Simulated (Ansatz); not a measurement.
**Pd: a short molecular-dynamics run**

What does Pd do over 40 steps of 3 fs at constant energy, with velocities drawn for 900 K? The cell is a slab of 6 atoms, taken as it stands, without a relaxation.

All numbers below are computed with Ansatz 0.2.0 (DFT revPBE, plane waves, PAW, scalar-relativistic, no spin polarisation).

## Step 1: The system as given

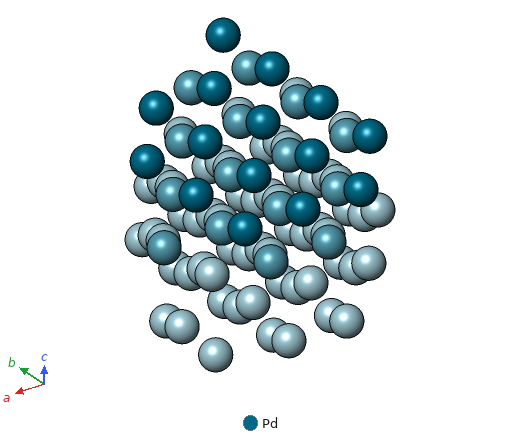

The starting structure, seen from above, slightly tilted (palladium blue). Each atom of the cell is drawn once, with copies of the slab's atoms added to fill out the patch; deeper layers are paler.

As a file:

```
Pd
1.0
     2.72318    0.00000    0.00000
     1.33021   -2.41143    0.00000
     0.00000    0.00000   28.53711
Pd
6
Direct
  0.22291 0.15432 0.03480
  0.58431 0.41403 0.11024
  0.82899 0.85824 0.19016
  0.28067 0.15892 0.26675
  0.77422 0.55529 0.33234
  0.03385 0.77776 0.41936
```

## Step 2: Dynamics

File input.yaml:

```yaml
crystal:
  lattice:
    - [2.723179, 0.0, 0.0]
    - [1.330205, -2.411426, 0.0]
    - [0.0, 0.0, 28.537105]
  atoms:
    - { symbol: Pd, position: [0.222907, 0.154324, 0.034802] }
    - { symbol: Pd, position: [0.584309, 0.414032, 0.110239] }
    - { symbol: Pd, position: [0.828987, 0.858242, 0.190159] }
    - { symbol: Pd, position: [0.280667, 0.158921, 0.266751] }
    - { symbol: Pd, position: [0.774222, 0.555285, 0.332337] }
    - { symbol: Pd, position: [0.033854, 0.777757, 0.41936] }
  symmetry: { detect: false }
kpoints:
  mp_grid: { grid: [6, 6, 1] }
magnetization:
  spin_polarized: false
scf:
  occupations: { method: fermi_dirac, width: 0.1 }
hamiltonian:
  pseudopotentials: { kind: paw }
  xc: revpbe
basis:
  ecutwfc: 420
md:
  timestep: 3.0
  n_steps: 40
  ensemble: nve
  temperature: 900.0
  initial_velocities: maxwell_boltzmann
  seed: 62437
```

Started as:

```bash
ansatz run input.yaml --threads 2 --pin off --max-ram 2560MiB --backend cpu --events-out ev --progress --plain --runs-dir out
```

The program printed, shortened:

```text
Warning: RAYON_NUM_THREADS=2 ignored (pool sized by the plan → 2); use --threads N
[...]
Pseudopotentials: kind: paw
Pseudopotential: Pd, paw, valence charge 18, recommended cutoff 420 eV (normal), Pd.paw.azcp
Functional definition: revPBE
[...]
Crystal: 6 atoms, lattice volume = 187.396 Å³
Basis set: ecut = 420 eV, 3683 PW (Γ), exchange–correlation on 40×40×384 points (8 copies of the dense FFT grid, shifted against one another)
Bands: 65, of which v1, the nominal top of the filled ones, is band 54 counted from 1 (53 counted from 0)
Symmetry: 1 space group operations
k-points: 20 of 36 (time reversal used)
[...]
SCF iter   1: F=—  HF=-41867.886485 eV  |F-HF|=—  |Δ(HF+E_count)|=         —  Δρ=1.26e-2  dr2=3.34e0  ethr=1.77e-3  ⟨swp⟩=7.8  Hψ=5506  notcnv=0  defer=17
[...]
md step     0: t =     0.00 fs  T =   900.0 K  F+E_penalty+E_count = -41867.84037750 eV  E_kin = 0.581670 eV  conserved = -41867.25870751 eV  (12 SCF iters)
[...]
md step     1: t =     3.00 fs  T =   977.2 K  F+E_penalty+E_count = -41867.89060631 eV  E_kin = 0.631550 eV  conserved = -41867.25905646 eV  (11 SCF iters)
[...]
SCF iter   3: F=—  HF=-41867.973609 eV  |F-HF|=—  |Δ(HF+E_count)|=   6.04e-4  Δρ=4.99e-4  dr2=1.41e-3  ethr=3.23e-6  ⟨swp⟩=2.1  Hψ=2257  notcnv=0  defer=1
```

## Step 3: The log goes on

Output, continued, shortened:

```text
SCF iter   4: F=—  HF=-41867.973352 eV  |F-HF|=—  |Δ(HF+E_count)|=   2.58e-4  Δρ=1.35e-4  dr2=1.19e-4  ethr=1.30e-6  ⟨swp⟩=2.0  Hψ=1900  notcnv=0  defer=1
[...]
md step     2: t =     6.00 fs  T =  1104.6 K  F+E_penalty+E_count = -41867.97359812 eV  E_kin = 0.713895 eV  conserved = -41867.25970350 eV  (11 SCF iters)
[...]
md step    11: t =    33.00 fs  T =  1971.9 K  F+E_penalty+E_count = -41868.53633004 eV  E_kin = 1.274432 eV  conserved = -41867.26189792 eV  (5 SCF iters)
[...]
md step    20: t =    60.00 fs  T =  1355.3 K  F+E_penalty+E_count = -41868.13563639 eV  E_kin = 0.875949 eV  conserved = -41867.25968785 eV  (11 SCF iters)
[...]
md step    29: t =    87.00 fs  T =  1893.7 K  F+E_penalty+E_count = -41868.48444473 eV  E_kin = 1.223911 eV  conserved = -41867.26053368 eV  (4 SCF iters)
[...]
md step    40: t =   120.00 fs  T =  2560.3 K  F+E_penalty+E_count = -41868.91550668 eV  E_kin = 1.654709 eV  conserved = -41867.26079785 eV  (10 SCF iters)
SCF converged after 10 iterations
Free energy (F): -41868.915507 eV
[...]
E sigma→0 (E₀):  -41868.738734 eV
Entropy (-TS):   -0.353544 eV (-58.924 meV/atom)
Fermi energy:    6.705496 eV
[...]
--- Forces (eV/Å), atoms counted from 1 ---
  atom   1  Pd    -0.06535668    -0.38911541    -0.81136307
  atom   2  Pd     0.00675703     0.46136284     0.71053485
  atom   3  Pd     0.03812517     0.03991371     0.13002389
  atom   4  Pd     0.08162702    -0.12128552     0.43761709
  atom   5  Pd    -0.02610341     0.04947167     0.11518028
  atom   6  Pd    -0.03504786    -0.04034474    -0.58199449
[...]
--- MD trajectory: 40 steps, t = 0.0 → 120.0 fs ---
  final state: T = 2560.3 K   F+E_penalty+E_count = -41868.91550668 eV   E_kin = 1.654709 eV
  conserved energy: peak-to-peak 3.909e-3 eV (6.515e-4 eV/atom) over 120.0 fs
```

It took 6.1 min on 2 threads of an Arm CPU, shared host; peak memory 0.61 GiB.

## Step 4: What the atoms did

The trajectory, every 3 steps (energies from step 0); msd is the mean square displacement from the start, the centre of mass held:

| time (fs) | T (K) | potential energy change (meV/atom) | total energy change (meV/atom) | msd Pd (Å²) |
| --- | --- | --- | --- | --- |
| 0.0 | 900 | 0.0 | 0.00 | 0.000 |
| 9.0 | 1267 | -39.8 | -0.30 | 0.002 |
| 18.0 | 1771 | -94.4 | -0.60 | 0.008 |
| 27.0 | 2011 | -120.4 | -0.63 | 0.020 |
| 36.0 | 1906 | -108.8 | -0.46 | 0.038 |
| 45.0 | 1627 | -78.6 | -0.27 | 0.060 |
| 54.0 | 1404 | -54.5 | -0.17 | 0.084 |
| 63.0 | 1364 | -50.2 | -0.18 | 0.107 |
| 72.0 | 1499 | -64.8 | -0.24 | 0.129 |
| 81.0 | 1727 | -89.4 | -0.29 | 0.150 |
| 90.0 | 1976 | -116.3 | -0.31 | 0.173 |
| 99.0 | 2212 | -141.6 | -0.31 | 0.199 |
| 108.0 | 2410 | -163.0 | -0.33 | 0.229 |
| 117.0 | 2539 | -176.9 | -0.35 | 0.264 |
| 120.0 | 2560 | -179.2 | -0.35 | 0.278 |

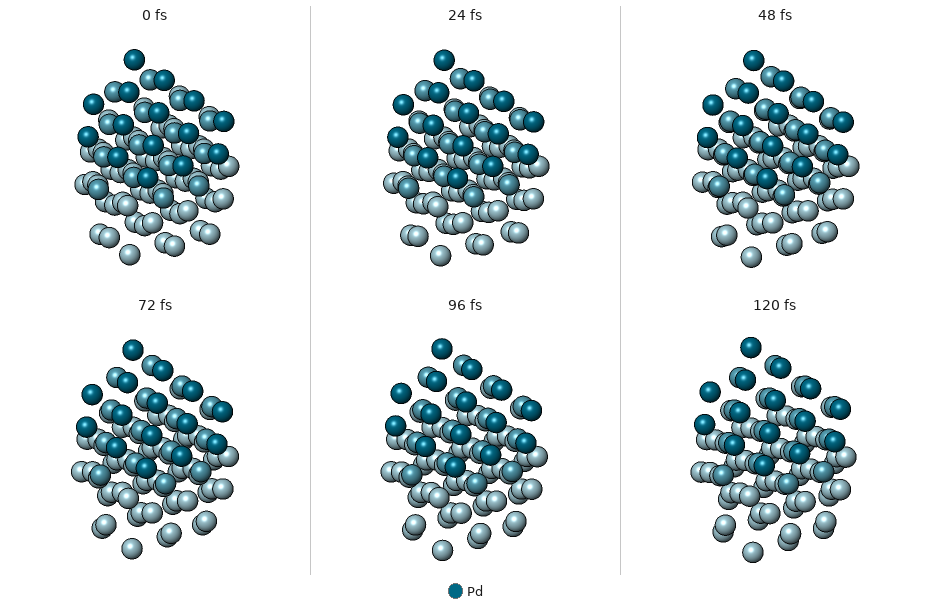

Six frames of the run, seen from above, slightly tilted. Each atom of the cell is drawn once, with copies of the slab's atoms added to fill out the patch; deeper layers are paler. Atoms are followed across the cell's faces.

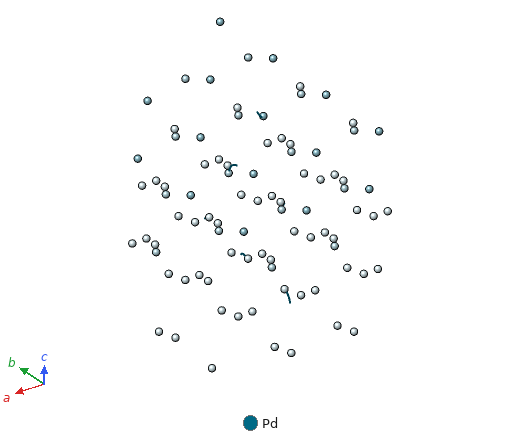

The track of every atom over the whole run, drawn from its starting place (pale balls).

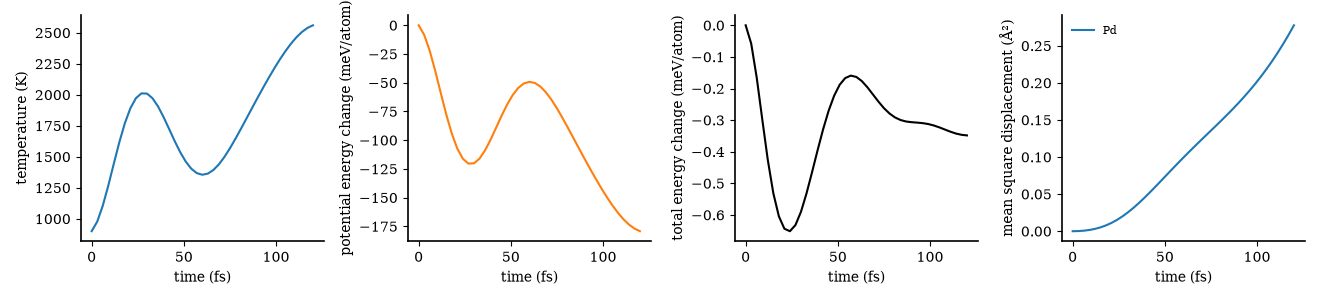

Time series of the run, each on its own scale.

## Step 5: Frames from the trajectory

Extended XYZ, with forces in eV/Å:

```xyz
6
Lattice="2.723 0.000 0.000 1.330 -2.411 0.000 0.000 0.000 28.537" Properties=species:S:1:pos:R:3:forces:R:3 pbc="T T T" time_fs=15.0 T=1618 dE=-0.4671
Pd    0.800   -0.307    1.001    0.060    0.141   -0.898
Pd    2.179   -1.057    3.182   -0.161   -0.542   -0.319
Pd    3.365   -2.126    5.340    0.479    0.699    0.307
Pd    0.974   -0.363    7.575    0.222    0.089   -2.448
Pd    2.841   -1.334    9.558   -0.760   -0.287    3.371
Pd    1.144   -1.852   11.973    0.160   -0.100   -0.013
6
Lattice="2.723 0.000 0.000 1.330 -2.411 0.000 0.000 0.000 28.537" Properties=species:S:1:pos:R:3:forces:R:3 pbc="T T T" time_fs=30.0 T=2010 dE=-0.7207
Pd    0.788   -0.239    0.990    0.102    0.012   -0.609
Pd    2.212   -1.126    3.211   -0.313   -0.418   -1.613
Pd    3.341   -2.168    5.260    0.654    0.714    1.163
Pd    0.977   -0.340    7.490   -0.233   -0.254    0.124
Pd    2.819   -1.334    9.700   -0.513    0.130    0.252
Pd    1.165   -1.831   11.979    0.303   -0.184    0.682
6
Lattice="2.723 0.000 0.000 1.330 -2.411 0.000 0.000 0.000 28.537" Properties=species:S:1:pos:R:3:forces:R:3 pbc="T T T" time_fs=45.0 T=1627 dE=-0.4718
Pd    0.779   -0.170    0.966    0.101   -0.161   -0.555
Pd    2.239   -1.203    3.208   -0.476   -0.038   -2.289
Pd    3.331   -2.197    5.202    0.912    0.540    1.487
Pd    0.975   -0.322    7.405   -0.456   -0.368    1.601
Pd    2.786   -1.333    9.849   -0.577    0.321   -1.867
Pd    1.192   -1.813   11.999    0.496   -0.294    1.624
6
Lattice="2.723 0.000 0.000 1.330 -2.411 0.000 0.000 0.000 28.537" Properties=species:S:1:pos:R:3:forces:R:3 pbc="T T T" time_fs=60.0 T=1355 dE=-0.2953
Pd    0.772   -0.105    0.931    0.056   -0.371   -0.824
Pd    2.257   -1.281    3.161   -0.529    0.426   -1.804
Pd    3.338   -2.214    5.173    1.067    0.302    1.064
Pd    0.965   -0.311    7.351   -0.547   -0.393    2.159
Pd    2.742   -1.325    9.962   -0.509    0.359   -2.618
Pd    1.229   -1.802   12.052    0.461   -0.322    2.023
6
Lattice="2.723 0.000 0.000 1.330 -2.411 0.000 0.000 0.000 28.537" Properties=species:S:1:pos:R:3:forces:R:3 pbc="T T T" time_fs=75.0 T=1569 dE=-0.4339
Pd    0.765   -0.048    0.878   -0.023   -0.593   -1.357
Pd    2.264   -1.350    3.078   -0.389    0.742   -0.452
Pd    3.368   -2.225    5.166    0.949    0.174    0.345
Pd    0.943   -0.309    7.340   -0.500   -0.354    2.151
Pd    2.688   -1.310   10.023   -0.196    0.285   -2.248
Pd    1.275   -1.796   12.144    0.159   -0.253    1.562
6
Lattice="2.723 0.000 0.000 1.330 -2.411 0.000 0.000 0.000 28.537" Properties=species:S:1:pos:R:3:forces:R:3 pbc="T T T" time_fs=90.0 T=1976 dE=-0.6975
Pd    0.759   -0.002    0.797   -0.089   -0.732   -1.795
Pd    2.263   -1.405    2.986   -0.187    0.861    0.823
Pd    3.416   -2.232    5.166    0.622    0.115   -0.055
Pd    0.912   -0.313    7.372   -0.311   -0.272    1.730
Pd    2.629   -1.289   10.039    0.021    0.191   -1.376
Pd    1.324   -1.796   12.268   -0.056   -0.164    0.673
6
Lattice="2.723 0.000 0.000 1.330 -2.411 0.000 0.000 0.000 28.537" Properties=species:S:1:pos:R:3:forces:R:3 pbc="T T T" time_fs=105.0 T=2350 dE=-0.9392
Pd    0.750    0.028    0.681   -0.098   -0.638   -1.596
Pd    2.259   -1.442    2.909   -0.054    0.733    1.179
Pd    3.477   -2.237    5.166    0.277    0.071   -0.040
Pd    0.874   -0.324    7.440   -0.084   -0.188    1.109
Pd    2.571   -1.264   10.028    0.037    0.112   -0.536
Pd    1.373   -1.800   12.405   -0.078   -0.090   -0.116
6
Lattice="2.723 0.000 0.000 1.330 -2.411 0.000 0.000 0.000 28.537" Properties=species:S:1:pos:R:3:forces:R:3 pbc="T T T" time_fs=120.0 T=2560 dE=-1.0751
Pd    0.740    0.047    0.534   -0.065   -0.389   -0.811
Pd    2.253   -1.465    2.855    0.007    0.461    0.711
Pd    3.543   -2.240    5.165    0.038    0.040    0.130
Pd    0.834   -0.338    7.529    0.082   -0.121    0.438
Pd    2.513   -1.237   10.005   -0.026    0.049    0.115
Pd    1.419   -1.805   12.541   -0.035   -0.040   -0.582
```

## Step 6: What came out

| quantity | value |
| --- | --- |
| length | 40 steps of 3 fs |
| temperature, first and last step | 900 and 2560 K |
| temperature, second half | mean 1961 K, from 1355 to 2560 K |
| potential energy, second half | -115 meV/atom from the start |
| largest change of the total energy | 0.65 meV/atom |
| mean square displacement, second half | Pd 0.179 Å² |

**Reading.** The temperature starts at 900 K and averages 1961 K in the second half, where it still rises, from 1355 to 2560 K; the start was no minimum (force components up to 5.6 eV/Å), and the potential energy that it sheds (115 meV/atom) turns into motion. The total energy strays from its start by at most 0.65 meV/atom, 0.3 % of the mean kinetic energy, so a step of 3 fs is short enough over this time. No atom gets farther than 0.65 Å from its start, with the drift of the whole removed, against a typical distance of 2.6 Å between sites at the start. Settings off the usual here: hamiltonian.xc, crystal.symmetry. Averages from a run of 120 fs with 6 atoms are rough.
